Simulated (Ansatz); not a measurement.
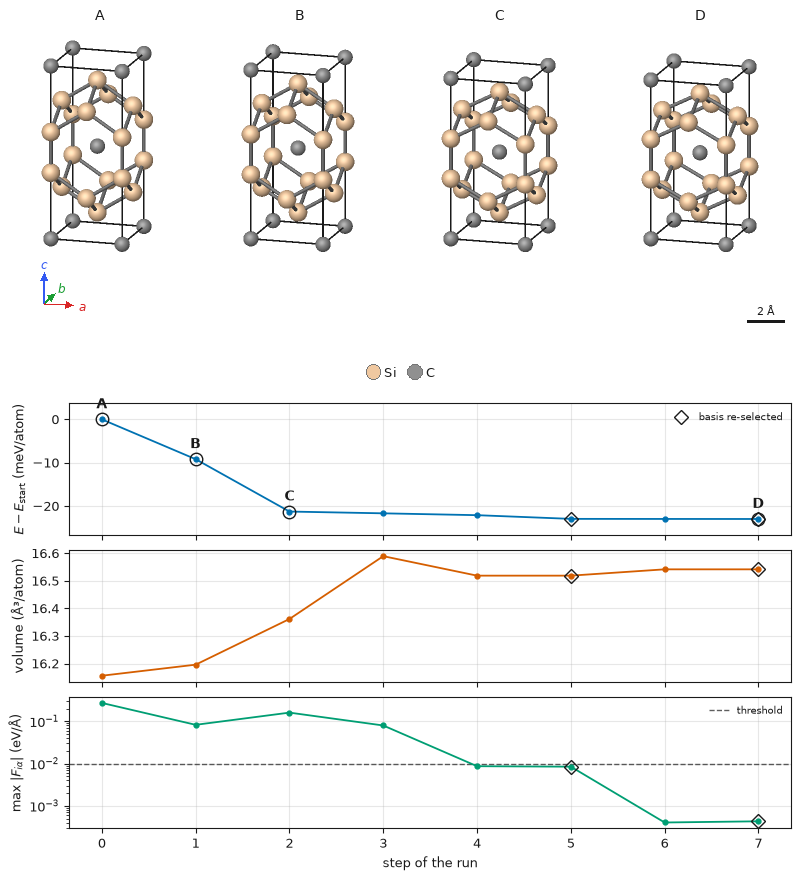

Frames of a relaxation of crystalline Si4C (a generated structure, set up in I4/mmm), marked on the history of the run. Style: ball-and-stick. Shown: the conventional cell (2 times the calculation's cell), slightly off an axis. Lengths and directions refer to the drawn axes.

Method: Ansatz 0.2.0, DFT PBE, scalar-relativistic, plane waves, PAW.

Input
```yaml
crystal:
  lattice:
    - [-2.03415798, 2.03415798, 4.88054335]
    - [2.03415798, -2.03415798, 4.88054335]
    - [2.03415798, 2.03415798, -4.88054335]
  atoms:
    - { symbol: Si, position: [0.75, 0.25, 0.5] }
    - { symbol: Si, position: [0.6177941, 0.6177941, 0.0] }
    - { symbol: Si, position: [0.3822059, 0.3822059, 0.0] }
    - { symbol: Si, position: [0.25, 0.75, 0.5] }
    - { symbol: C, position: [0.0, 0.0, 0.0], spin: 1.23 }
basis:
  ecutwfc: 420
kpoints:
  mp_grid: { grid: [14, 14, 14] }
hamiltonian:
  xc: pbe
scf:
  occupations: { method: gaussian, width: 0.1 }
output:
  forces: true
  stress: true
  eigenvalues: true
  populations: true
  write_density: true
  write_potential: true
  elf: true
  volumetric_format: npy
magnetization:
  spin_polarized: true
relax:
  adjacent_minimum: "off"
  f_tol: 0.01
  max_steps: 80
  cell: { stress_tol: 0.05 }
```

Launched with:
```bash
ansatz run input.yaml --threads 1 --pin off --max-ram 2560MiB --backend cpu --events-out ev --progress --plain --runs-dir out
```

Describe the path.

Answer. The largest moves relative to the cell, 0.079 Å, are those of Si2 and Si3. Si3 goes along −c. C stays in place. The volume changes by +2.4 %, with a = b 4.068 → 4.294 Å (+5.5 %), c 9.761 → 8.972 Å (−8.1 %). Among the contacts that change: Si2–Si3 2.300 → 2.271 Å, Si1–Si2 2.409 → 2.416 Å. Bond angles that change, for instance: Si2–Si1–Si2 115.2° → 125.4°, Si1–Si3–Si2 122.4° → 117.3°, Si1–Si3–Si4 73.3° → 77.9°. The space group stays I4/mmm (No. 139). Over 5 accepted moves (7 points after the start) the energy falls by 23.0 meV per atom. Largest force component: 0.27 eV/Å at the start, 0.00043 eV/Å at the end. The pressure goes from −0.30 to 0.00 GPa. At 2 points the geometry stayed and the basis and grid were re-selected for the new cell (energy shift of 0.9 meV per atom at most each time). From step 0 to 1: volume +0.2 %, energy −9.2 meV per atom. From step 1 to 2: Si atoms move most (0.05 Å), volume +1.0 %, energy −12.1 meV per atom. From step 2 to 7: Si atoms move most (0.02 Å), volume +1.1 %, energy −1.7 meV per atom.
